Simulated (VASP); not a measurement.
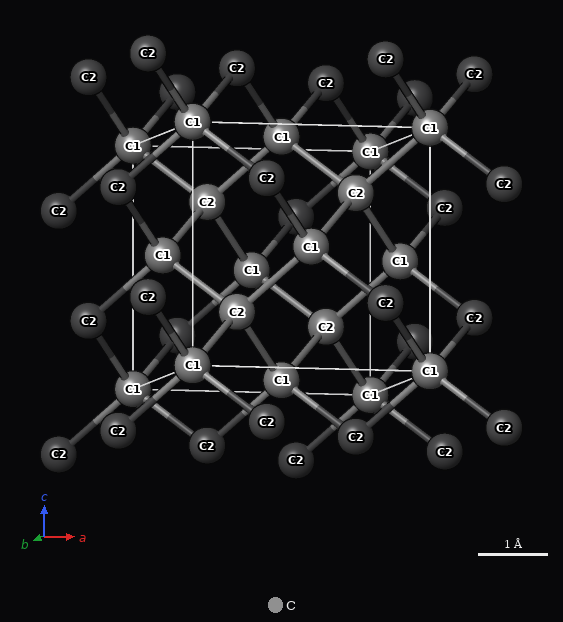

The input geometry of run 1 (ball-and-stick view of the cell 4 times as large as that of the calculation, set on its symmetry axes, seen at an oblique angle; neighbours outside the cell are drawn fainter; atoms are numbered from 1 in the order of the input). An atom can appear more than once, as a periodic image.

**Two runs on C**

System: C (Fd-3m, 2 atoms in the cell).
Method of run 1: Kohn-Sham DFT of a periodic cell, PBE, VASP PAW PBE potentials, recommended, no spin polarisation (VASP 6.6.1).

The structure derives from an entry of the Crystallography Open Database. 

INCAR, run 1:
```
SYSTEM = C
  ALGO = Normal
  EDIFF = 1E-7
  ENCUT = 520
  GGA = PE
  ISIF = 2
  ISMEAR = 0
  LASPH = .True.
  LCHARG = .False.
  LREAL = .False.
  LWAVE = .False.
  NELM = 100
  PREC = Accurate
  SIGMA = 0.02
```

KPOINTS, run 1:
```
k-points
0
Gamma
  10 10 10
  0 0 0
```

POSCAR, run 1:
```
C
1.0
    0.0000000000      1.7833700000      1.7833700000
    1.7833700000      0.0000000000      1.7833700000
    1.7833700000      1.7833700000      0.0000000000
C
2
Direct
    0.0000000000      0.0000000000      0.0000000000
    0.2500000000      0.2500000000      0.2500000000
```

Command:
```bash
cat potpaw_PBE.64/C/POTCAR > POTCAR
mpirun -np 1 vasp_std > vasp.out
```

Hardware: 1 thread of Intel Xeon @ 2.50GHz (Skylake/Cascade Lake), 128 GiB of memory available, shared host.

OSZICAR and lines of OUTCAR (run 1):
```
N       E                     dE             d eps       ncg     rms          rms(c)
DAV:   1     0.137852426670E+01    0.13785E+01   -0.51254E+03   768   0.998E+02
DAV:   2    -0.187126952401E+02   -0.20091E+02   -0.19636E+02  1216   0.117E+02
DAV:   3    -0.188238856507E+02   -0.11119E+00   -0.11119E+00   776   0.118E+01
DAV:   4    -0.188240484350E+02   -0.16278E-03   -0.16278E-03  1112   0.483E-01
DAV:   5    -0.188240484589E+02   -0.23862E-07   -0.23862E-07   784   0.422E-03    0.556E+00
DAV:   6    -0.183450368970E+02    0.47901E+00   -0.36692E-01   784   0.484E+00    0.334E+00
DAV:   7    -0.181838549818E+02    0.16118E+00   -0.40512E-01   888   0.520E+00    0.765E-01
DAV:   8    -0.181851338807E+02   -0.12789E-02   -0.18083E-03   784   0.491E-01    0.469E-02
DAV:   9    -0.181851506788E+02   -0.16798E-04   -0.13270E-04  1072   0.102E-01    0.273E-02
DAV:  10    -0.181851632636E+02   -0.12585E-04   -0.13594E-05   768   0.431E-02    0.625E-03
DAV:  11    -0.181851631105E+02    0.15305E-06   -0.38094E-08  1040   0.215E-03    0.133E-03
DAV:  12    -0.181851631046E+02    0.59028E-08   -0.10348E-08   384   0.130E-03
   1 F= -.18185163E+02 E0= -.18185163E+02  d E =-.233971E-45
[... from OUTCAR:]
  free energy    TOTEN  =       -18.18516310 eV
  energy without entropy =      -18.18516310  energy(sigma->0) =      -18.18516310
 E-fermi :   9.9249     XC(G=0): -13.2509     alpha+bet :-17.6703
  free  energy   TOTEN  =       -18.1851631046 eV
  energy  without entropy=      -18.1851631046  energy(sigma->0) =      -18.18516310
```

The input of run 2 differs as follows (lines with − go, lines with + come):
```diff
-  ENCUT = 520
+  ENCUT = 400
```

How does run 2 compare with run 1?

The free energy of run 2 is 3.9 meV per atom lower, which measures how much it depends on this numerical setting. The pressure goes from 2.46 to −1.86 GPa. The lower cutoff gives the lower pressure, as an incomplete plane-wave basis does (Pulay stress). The number of SCF iterations is the same. The plane waves at Γ go from 322.0 to 214.0. On the same kind of shared host run 2 took about 0.43 times as long.

OSZICAR and lines of OUTCAR (run 2):
```
N       E                     dE             d eps       ncg     rms          rms(c)
DAV:   1    -0.499701651499E+01   -0.49970E+01   -0.42643E+03   816   0.793E+02
DAV:   2    -0.187488376948E+02   -0.13752E+02   -0.13286E+02  1168   0.907E+01
DAV:   3    -0.188218150600E+02   -0.72977E-01   -0.72977E-01   824   0.856E+00
DAV:   4    -0.188218957726E+02   -0.80713E-04   -0.80713E-04  1064   0.284E-01
DAV:   5    -0.188218957894E+02   -0.16820E-07   -0.16820E-07   800   0.280E-03    0.560E+00
DAV:   6    -0.183516283991E+02    0.47027E+00   -0.35363E-01   784   0.472E+00    0.339E+00
DAV:   7    -0.181917074923E+02    0.15992E+00   -0.39679E-01   888   0.510E+00    0.777E-01
DAV:   8    -0.181929977059E+02   -0.12902E-02   -0.17789E-03   784   0.472E-01    0.469E-02
DAV:   9    -0.181930174080E+02   -0.19702E-04   -0.12985E-04  1072   0.996E-02    0.281E-02
DAV:  10    -0.181930303840E+02   -0.12976E-04   -0.13666E-05   768   0.430E-02    0.637E-03
DAV:  11    -0.181930302165E+02    0.16756E-06   -0.37240E-08  1040   0.209E-03    0.136E-03
DAV:  12    -0.181930302002E+02    0.16258E-07   -0.11333E-08   384   0.133E-03
   1 F= -.18193030E+02 E0= -.18193030E+02  d E =-.329599E-52
[... from OUTCAR:]
  free energy    TOTEN  =       -18.19303020 eV
  energy without entropy =      -18.19303020  energy(sigma->0) =      -18.19303020
 E-fermi :   9.9612     XC(G=0): -13.2507     alpha+bet :-17.6703
  free  energy   TOTEN  =       -18.1930302002 eV
  energy  without entropy=      -18.1930302002  energy(sigma->0) =      -18.19303020
```

The two runs side by side:

```tsv
quantity	run 1	run 2
outcome	converged	converged
free energy per atom (eV)	−9.0926	−9.0965
gap on the mesh (eV)	4.17	4.15
pressure (GPa)	2.46	−1.86
largest force (eV/Å)	0.000	0.000
SCF iterations	12	12
irreducible k-points	47	47
plane waves at Γ	322	214
```
